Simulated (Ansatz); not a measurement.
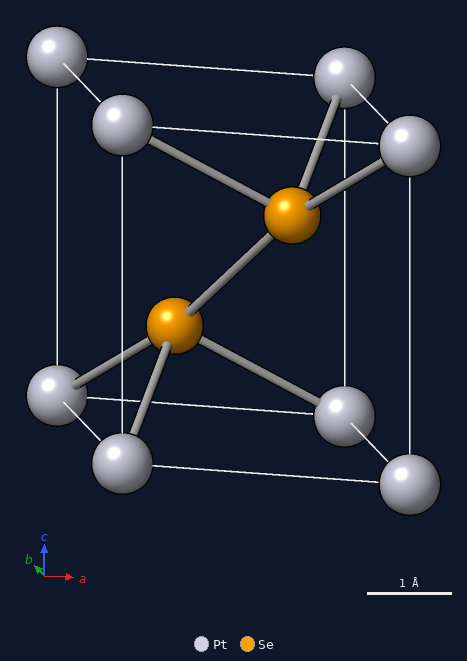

Phonons of crystalline PtSe2 relaxed at 30 GPa, space group P-3m1 (No. 164), at the zone centre. A ball-and-stick model of the cell of the calculation, seen slightly off an axis.

These are results of DFT LDA, scalar-relativistic, plane waves, PAW in Ansatz, not measurements.

The input:
```yaml
crystal:
  lattice:
    - [3.6076287901, 0.0, 0.0]
    - [-1.8038143951, 3.1242981797, 0.0]
    - [0.0, 0.0, 4.1666011332]
  atoms:
    - { symbol: Pt, position: [0.0, 0.0, 0.0] }
    - { symbol: Se, position: [0.3333333333, 0.6666666667, 0.2933141437] }
    - { symbol: Se, position: [0.6666666667, 0.3333333333, 0.7066858563] }
basis:
  ecutwfc: 420
kpoints:
  mp_grid: { grid: [12, 12, 8] }
hamiltonian:
  xc: lda
scf:
  occupations: { method: fermi_dirac, width: 0.15 }
output:
  eigenvalues: true
phonons:
  method: dfpt
  eigenvectors: true
```

Run as
```bash
ansatz run input.yaml --threads 1 --pin off --max-ram 3072MiB --backend cpu --events-out ev --progress --plain --runs-dir out
```

The frequencies depend somewhat on the k-mesh and the smearing.

List the optical modes.

Answer. The calculation's cell holds 3 atoms, so there are 6 optical modes, in 4 levels. The optical modes span E_g + A₂u + E_u + A₁g. No level is unstable.

| level | symmetry | frequency (cm⁻¹) | activity |
| --- | --- | --- | --- |
| 1 | E_g | 199 | Raman-active |
| 2 | A₂u | 251 | infrared-active |
| 3 | E_u | 268 | infrared-active |
| 4 | A₁g | 278 | Raman-active |

The crystal is a metal, so free carriers screen the infrared response.

The modes drawn as arrows (one member of each degenerate set):

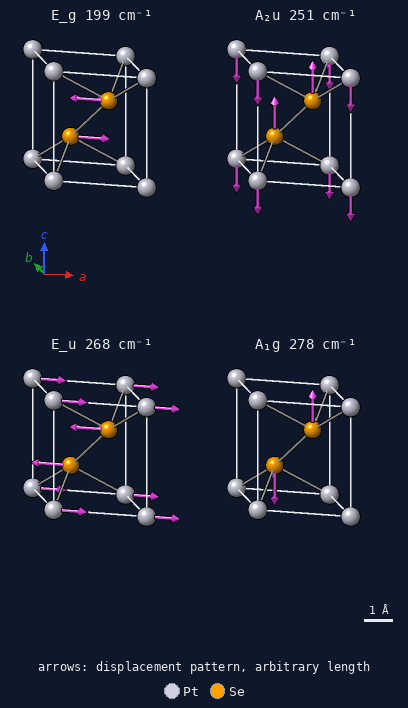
